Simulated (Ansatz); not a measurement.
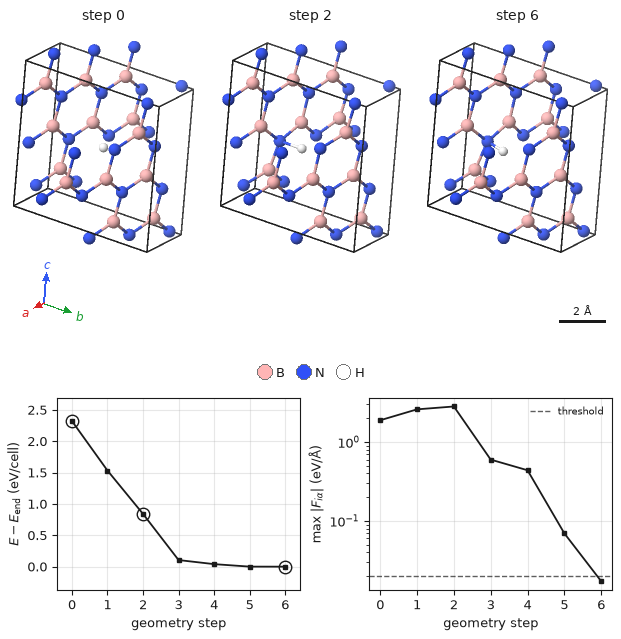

Frames of a relaxation of a defect cell of composition B$_{12}$HN$_{12}$ (cell charge +1), marked on the history of the run. The picture is a ball-and-stick view of the cell of the calculation (origin shifted), seen slightly off an axis.

Case: H interstitial, charge +1, atoms relaxed.

Level of theory: Ansatz 0.2.0, DFT PBE+D3(BJ), scalar-relativistic, plane waves, PAW. Settings: plane-wave cutoff 420 eV; k-point mesh 2 × 2 × 2; occupations gaussian; smearing width 0.02 eV; mesh shifted by (0.5, 0.5, 0.5); no spin polarisation; atoms relaxed in a fixed cell; force threshold 0.02 eV/Å; at most 60 steps.

Describe the path.

Answer. After 6 geometry steps the energy has fallen by 2.323 eV per cell of the calculation. Largest force component: 1.9 eV/Å at the start, 0.017 eV/Å at the end. The H atom moves most: 0.67 Å along [−2 −3 −2]. Largest moves by element: H 0.67 Å, N 0.30 Å, B 0.09 Å. The cell stays as it was. Among the contacts that change: H–N 1.852 → 1.048 Å, B–N 1.447 → 1.528 Å, B–N 1.447 → 1.419 Å, B–N 1.447 → 1.442 Å. New bonds form: H–N (1.85 → 1.05 Å). Bond angles that change, for instance: N–B–N 119.9° → 123.7°, B–N–B 119.9° → 117.3°, B–N–B 120.1° → 118.1°. Cost: 20 s on 4 threads of Arm Neoverse V1 (shared host), peak memory 0.59 GiB. From step 0 to 2: the H atom moves most (0.39 Å), energy −1.481 eV per cell of the calculation. From step 2 to 6: the H atom moves most (0.35 Å), energy −0.841 eV per cell of the calculation.

Limits of the set-up: the periodic images lie only 6.6 Å apart, so the values are limited by the cell's size; the cell is charged, on a uniform background, and energies carry no finite-size correction.
